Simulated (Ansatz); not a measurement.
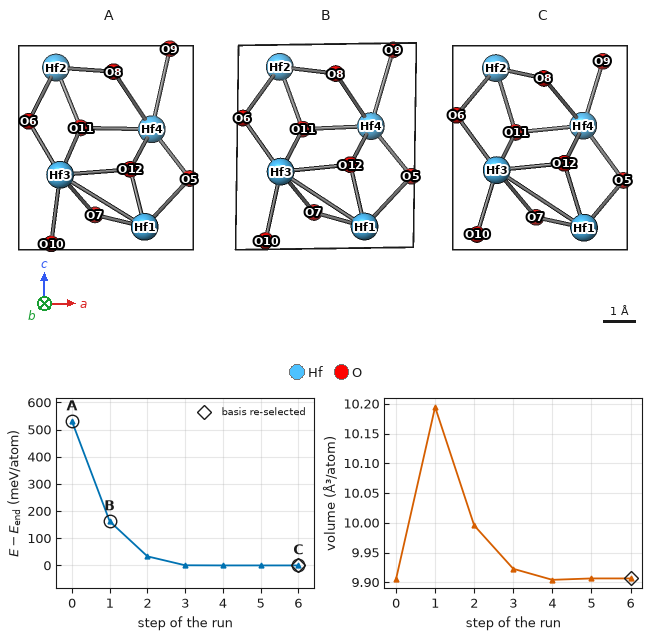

Frames of a relaxation of crystalline HfO2 (set up in P1), marked on the history of the run. Style: ball-and-stick. Shown: the cell of the calculation, along the b axis.

Case: all atoms moved at random, sigma 0.15 Å for each component; relaxed back.

Theory: Ansatz, DFT r2SCAN, scalar-relativistic, plane waves, PAW.

The input:
```yaml
crystal:
  lattice:
    - [5.5407018328, 0.0, 0.0]
    - [0.0, 3.3166991134, 0.0]
    - [0.0, 0.0, 6.4680332083]
  atoms:
    - { symbol: Hf, position: [0.7214806304, 0.1949430265, 0.1132855322] }
    - { symbol: Hf, position: [0.2140659968, 0.780824371, 0.8937182981] }
    - { symbol: Hf, position: [0.2376931304, 0.2283851943, 0.3680441653] }
    - { symbol: Hf, position: [0.7622247958, 0.7375754477, 0.5912632925] }
    - { symbol: O, position: [0.9792961662, 0.7158102881, 0.3499225009] }
    - { symbol: O, position: [0.0581186141, 0.2835116068, 0.6301157516] }
    - { symbol: O, position: [0.4372127757, 0.7459771838, 0.1717132002] }
    - { symbol: O, position: [0.5435254976, 0.3238095654, 0.87373898] }
    - { symbol: O, position: [0.865487395, 0.7553024712, 0.9860077091] }
    - { symbol: O, position: [0.1866873158, 0.2710166764, 0.0297353014] }
    - { symbol: O, position: [0.3550442103, 0.6887030874, 0.597959351] }
    - { symbol: O, position: [0.639163472, 0.2741410814, 0.3944959177] }
basis:
  ecutwfc: 500
kpoints:
  mp_grid: { grid: [4, 6, 4] }
hamiltonian:
  xc: r2scan
scf:
  occupations: { method: gaussian, width: 0.05 }
output:
  forces: true
  stress: true
  eigenvalues: true
relax:
  adjacent_minimum: "off"
  f_tol: 0.01
  max_steps: 80
  cell: { stress_tol: 0.1 }
```

Run as
```bash
ansatz run input.yaml --threads 2 --pin off --max-ram 5120MiB --backend cpu --events-out ev --progress --plain --runs-dir out
```

What happens along the run?

After 5 accepted moves (6 points after the start) the energy has fallen by 530 meV per atom. The largest force component goes from 5.7 to 0.0016 eV/Å. The pressure goes from 24.87 to −0.03 GPa. At 1 point the geometry stayed and the basis and grid were re-selected for the new cell (energy shift of less than 0.05 meV per atom at most each time). The largest moves, 0.40 Å, are those of O9 and O10. O10 goes along [−2 −1 2]. Largest moves by element: O 0.40 Å, Hf 0.25 Å. The lattice vectors keep their values. Among the contacts that change: Hf1–O10 2.646 → 2.159 Å, Hf4–O9 2.617 → 2.133 Å, Hf4–O8 2.930 → 2.560 Å, Hf2–Hf4 3.616 → 3.317 Å. Bond angles that change, for instance: Hf2–O10–Hf2 123.4° → 102.3°, Hf2–O6–Hf3 117.9° → 100.6°, Hf1–O8–Hf4 117.1° → 100.6°. The space group (tolerance 0.01 Å) goes from P1 (No. 1) to Pnma (No. 62). From step 0 to 1: O6 moves most (0.19 Å), volume +2.9 %, energy −368 meV per atom. From step 1 to 6: O9 moves most (0.28 Å), volume −2.8 %, energy −162 meV per atom.

```json
{"step": "0", "E − E(0), meV/atom": "0.00", "largest force component, eV/Å": "5.6540", "pressure, GPa": "24.87", "volume, Å³/atom": "9.905", "note": ""}
{"step": "1", "E − E(0), meV/atom": "-367.96", "largest force component, eV/Å": "2.3482", "pressure, GPa": "3.58", "volume, Å³/atom": "10.195", "note": ""}
{"step": "2", "E − E(0), meV/atom": "-496.73", "largest force component, eV/Å": "1.1204", "pressure, GPa": "1.71", "volume, Å³/atom": "9.996", "note": ""}
{"step": "3", "E − E(0), meV/atom": "-529.54", "largest force component, eV/Å": "0.0841", "pressure, GPa": "-0.49", "volume, Å³/atom": "9.923", "note": ""}
{"step": "4", "E − E(0), meV/atom": "-530.09", "largest force component, eV/Å": "0.0172", "pressure, GPa": "0.08", "volume, Å³/atom": "9.904", "note": ""}
{"step": "5", "E − E(0), meV/atom": "-530.10", "largest force component, eV/Å": "0.0016", "pressure, GPa": "0.00", "volume, Å³/atom": "9.906", "note": ""}
{"step": "6", "E − E(0), meV/atom": "-530.10", "largest force component, eV/Å": "0.0016", "pressure, GPa": "-0.03", "volume, Å³/atom": "9.906", "note": "same geometry, new basis"}
```
